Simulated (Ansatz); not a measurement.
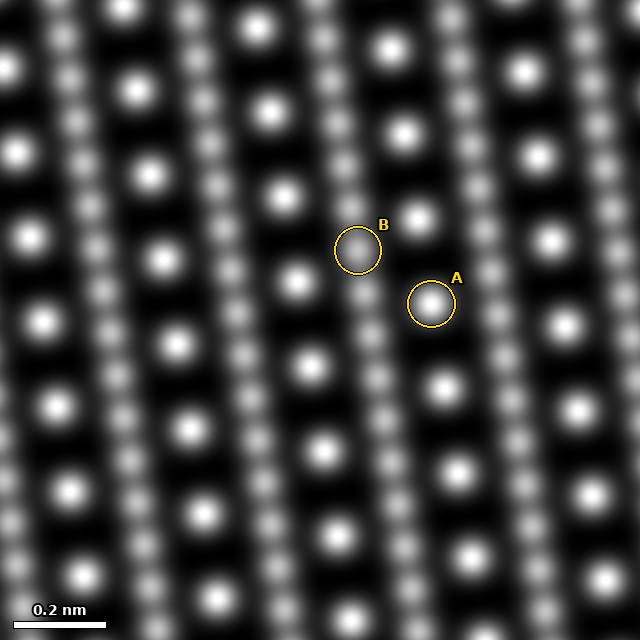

iDPC-like image of Cu3O (Pm-3m, No. 221) along [221]. Simulated as the projected potential of neutral atoms (B = 0.8 Å²) blurred by a 0.50 Å probe, the thin-sample limit of integrated differential phase contrast. Atomic positions: the end point of a relaxation with DFT PBE, scalar-relativistic, plane waves, PAW (Ansatz); the starting structure was generated, so it need not be a known form of this composition.

```cif
data_structure
_symmetry_space_group_name_H-M 'P 1'
_symmetry_Int_Tables_number 1
_cell_length_a 3.9813
_cell_length_b 3.9813
_cell_length_c 3.9813
_cell_angle_alpha 90.000
_cell_angle_beta 90.000
_cell_angle_gamma 90.000
_cell_volume 63.11
loop_
_atom_site_label
_atom_site_type_symbol
_atom_site_fract_x
_atom_site_fract_y
_atom_site_fract_z
_atom_site_occupancy
Cu1 Cu 0.50000 0.00000 0.00000 1
Cu2 Cu 0.00000 0.50000 0.00000 1
Cu3 Cu 0.00000 0.00000 0.50000 1
O1 O 0.00000 0.00000 0.00000 1
```

Which atoms make up the marked columns?

A: Cu + O (1 Cu and 1 O per 11.94 Å along the beam; the brightest kind). B: Cu (1 Cu per 11.94 Å along the beam; about 75 % of the brightest peak). Brightness is counted from the darkest point of the image.
